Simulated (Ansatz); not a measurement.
## Electronic structure of HgH in real space

The calculation's input:

```
crystal:
  lattice:
    - [3.41819691, 0.0, 0.0]
    - [-1.70909846, 2.96024536, 0.0]
    - [0.0, 0.0, 5.63178578]
  atoms:
    - { symbol: Hg, position: [0.33333333, 0.66666667, 0.75] }
    - { symbol: Hg, position: [0.66666667, 0.33333333, 0.25] }
    - { symbol: H, position: [0.0, 0.0, 0.0] }
    - { symbol: H, position: [0.0, 0.0, 0.5] }
basis:
  ecutwfc: 420
kpoints:
  mp_grid: { grid: [15, 15, 8] }
hamiltonian:
  xc: pbe
scf:
  occupations: { method: gaussian, width: 0.1 }
output:
  forces: true
  stress: true
  eigenvalues: true
  write_density: true
  write_potential: true
  elf: true
  volumetric_format: npy
relax:
  adjacent_minimum: "off"
  f_tol: 0.01
  max_steps: 80
  cell: { stress_tol: 0.05 }
```

Run with:

```sh
ansatz run input.yaml --threads 1 --pin off --max-ram 2048MiB --backend cpu --events-out ev --progress --plain --runs-dir out
```

Below, planes, directions and counts refer to the conventional cell (a = 3.54 Å, b = 3.54 Å, c = 5.40 Å, α = 90.00°, β = 90.00°, γ = 120.00°).

The fields are those of the run's last geometry, not of the input's.

Space group P6₃/mmc; a structure generated by program, which may or may not match a known phase.

Method: Ansatz 0.2.0, DFT PBE, scalar-relativistic, plane waves, PAW.

Core electrons are frozen (PAW), and the valence fields are smoothed inside the atomic spheres.

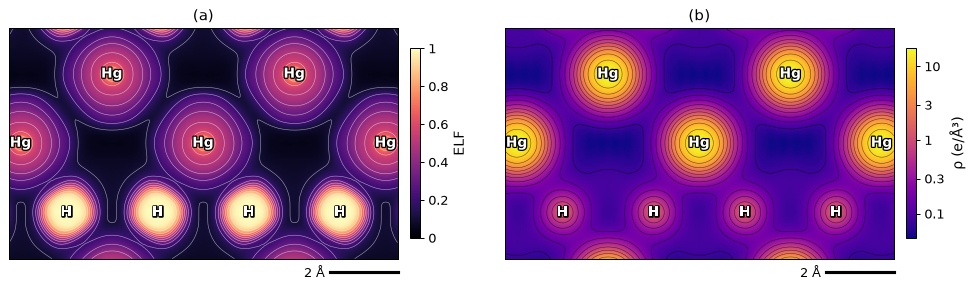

Figure 1. (a) ELF; (b) valence pseudo-density on the (110) plane of the conventional cell.

Q: Read the bonding off the picture.

A:
- The plane passes through Hg and H nuclei.
- Hg–H (2.45 Å): the density is about 0.32 e/Å³ at the midpoint; the ELF climbs to about 1 towards the hydrogen.
- Between the atoms the lowest density in this plane is 0.05 e/Å³.
- The features right at Hg lie inside the PAW spheres, where the map follows smoothed inner orbitals and isn't to be read closely.

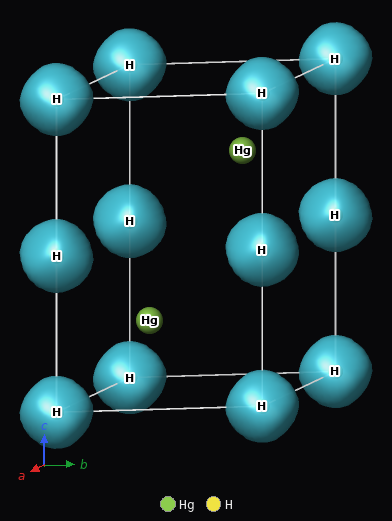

Figure 2. Isosurface of the ELF at 0.8 (cyan), seen slightly off an axis. Only the valence region is drawn (cores and ρ < 0.01 e/Å³ removed).

Q: Where are the electrons localised?

A: The ELF exceeds this value in two regions around hydrogen nuclei, counted in one cell of 4 atoms. Any copies at cell faces, edges or corners count once.

Q: Does the calculation make it a metal, or give it a gap?

A: It is gapless in this calculation (a metal or semimetal).
